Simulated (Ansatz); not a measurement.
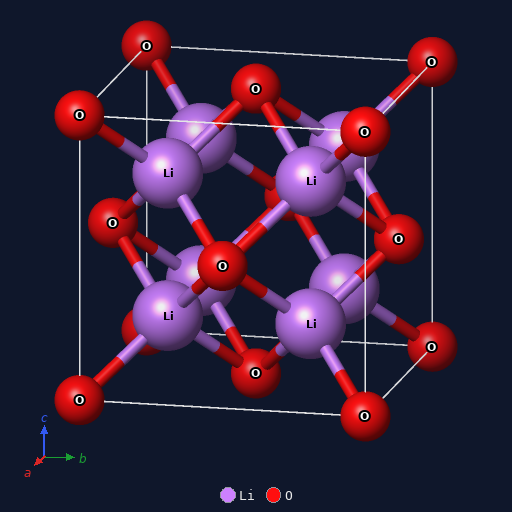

System: Li₂O, space group Fm-3m (No. 225). The picture shows the conventional cell.

The given structure:
```xyz
3
Lattice="0.0000 2.2901 2.2901 2.2901 0.0000 2.2901 2.2901 2.2901 0.0000" Properties=species:S:1:pos:R:3 pbc="T T T"
Li    1.1451    1.1451    1.1451
Li    3.4352    3.4352    3.4352
O     0.0000    0.0000    0.0000
```

How it was computed, with Ansatz 0.2.0: plane-wave density functional theory, PAW datasets, Gaussian smearing 0.05 eV: harmonic lattice thermodynamics at fixed volume from displacements in the supercell given; kB is Boltzmann's constant. Level: PBEsol, no spin polarisation.

- PAW set: soft_2
- wave cutoff: 420 eV
- k mesh of unit cell: 8×8×8
- supercell: (2, 2, 2)

Describe the result: the phonon free energy and phonon entropy against temperature. The temperature takes the values 100, 200, 300, 400, 500, 600, 700, 800, 900, 1000 K.

The phonon free energy falls from 80 meV/atom at temperature 100 K to −134 meV/atom at 1000 K. The phonon entropy rises from 0.140 kB/atom at temperature 100 K to 4.655 kB/atom at 1000 K. The zero point phonon energy is 80.3 meV/atom.

```
temperature (K)  phonon free energy (meV/atom)  phonon entropy (kB/atom)
            100                             80                     0.140
            200                             76                     0.771
            300                             66                     1.503
            400                             51                     2.159
            500                             30                     2.725
            600                              4                     3.212
            700                            -26                     3.638
            800                            -59                     4.015
            900                            -95                     4.351
           1000                           -134                     4.655
```

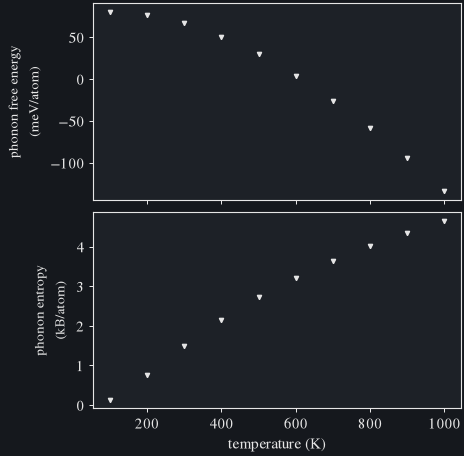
